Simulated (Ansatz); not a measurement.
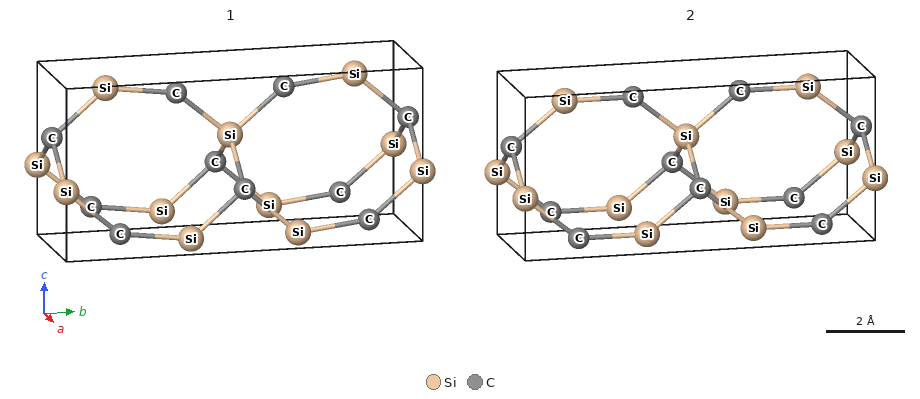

Two geometries of crystalline SiC (a generated structure, set up in Pmmn) (coarse preliminary run), drawn at one scale. One is the start of a relaxation, the other its converged end. A ball-and-stick model of the cell of the calculation, seen slightly off an axis.

Method: DFT PBE, scalar-relativistic, plane waves, PAW (Ansatz 0.2.0). Settings: plane-wave cutoff 420 eV; k-point mesh 6 × 2 × 4; occupations gaussian; smearing width 0.1 eV; no spin polarisation; cell and atoms relaxed; force threshold 0.04 eV/Å; at most 70 steps.

Question: Which geometry has the lower energy?

Answer: Structure 1 is the relaxed one. The energy falls by 141 meV per atom in 5 accepted moves (7 points after the start). Largest force component: 1.7 eV/Å at the start, 0.0037 eV/Å at the end. Pressure: 28.49 GPa at the start and 0.03 GPa at the end. At 2 points the geometry stayed and the basis and grid were re-selected for the new cell (energy shift of 3.7 meV per atom at most each time). The largest moves relative to the cell, 0.13 Å, are those of Si atoms. Largest moves by element: Si 0.13 Å, C 0.11 Å. Cell: a 2.999 → 3.120 Å (+4.0 %), b 9.350 → 9.519 Å (+1.8 %), c 4.354 → 4.613 Å (+5.9 %). Volume +12.2 %. Near-neighbour distances that change, for instance: C–Si 1.827 → 1.908 Å, C–Si 1.823 → 1.872 Å, Si–Si 2.583 → 2.600 Å. Bond angles that change, for instance: C–Si–C 141.4° → 132.0°, Si–C–Si 141.4° → 147.1°, Si–C–Si 102.7° → 98.1°. The space group stays Pmmn (No. 59).
